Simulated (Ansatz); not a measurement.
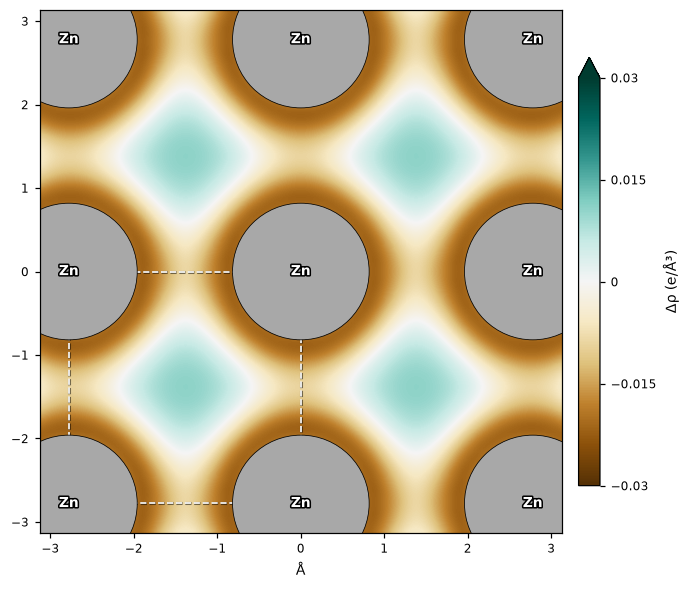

Zn. Difference of the valence pseudo-densities of two functionals at the same geometry, on the (101) plane of the calculation cell: HF less PBE0.

Both computed with Ansatz (plane waves, PAW), on the same k-point mesh. Grey discs cover the atomic cores.

```
Zn
1.0
     0.00000    1.96478    1.96478
     1.96478    0.00000    1.96478
     1.96478    1.96478    0.00000
Zn
1
Direct
  0.00000 0.00000 0.00000
```

Q: What does the difference map show?

A: Against PBE0, HF gives less density around Zn (−0.020 e/Å³ on average at 1.0 Å from the nucleus), more density in the space between the atoms (+0.005 e/Å³ on average) and a change of −0.009 e/Å³ at the midpoint of Zn–Zn.
